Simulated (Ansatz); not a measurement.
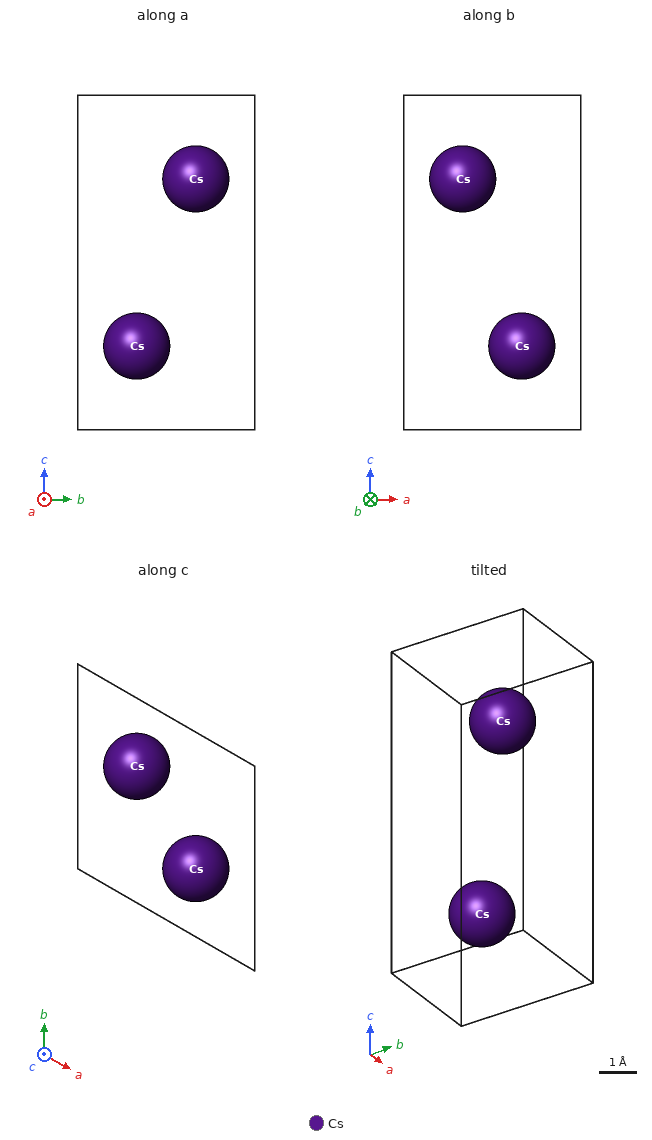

The figure gives a spheres-only picture of the atoms, viewed along the a axis, along the b axis, along the c axis and slightly off an axis. The parallelepiped is the conventional unit cell.

Lattice parameters: a = 5.6045 Å, b = 5.6045 Å, c = 9.1540 Å, α = 90.000°, β = 90.000°, γ = 120.000°.

Q: Convert the drawing into a CIF with its space group and independent sites.

A:
```cif
data_structure
_symmetry_space_group_name_H-M 'P 63/m m c'
_symmetry_Int_Tables_number 194
_cell_length_a 5.6045
_cell_length_b 5.6045
_cell_length_c 9.1540
_cell_angle_alpha 90.000
_cell_angle_beta 90.000
_cell_angle_gamma 120.000
_cell_volume 249.01
loop_
_atom_site_label
_atom_site_type_symbol
_atom_site_symmetry_multiplicity
_atom_site_Wyckoff_symbol
_atom_site_fract_x
_atom_site_fract_y
_atom_site_fract_z
_atom_site_occupancy
Cs1 Cs 2 d 0.3333 0.6667 0.7500 1
```

Origin of the cell: a structure type filled with this element by a generator (whether the element takes this form wasn't checked). The cell was then strained or its atoms displaced on purpose. It was relaxed at fixed volume with DFT r2SCAN, scalar-relativistic, plane waves, PAW (Ansatz).
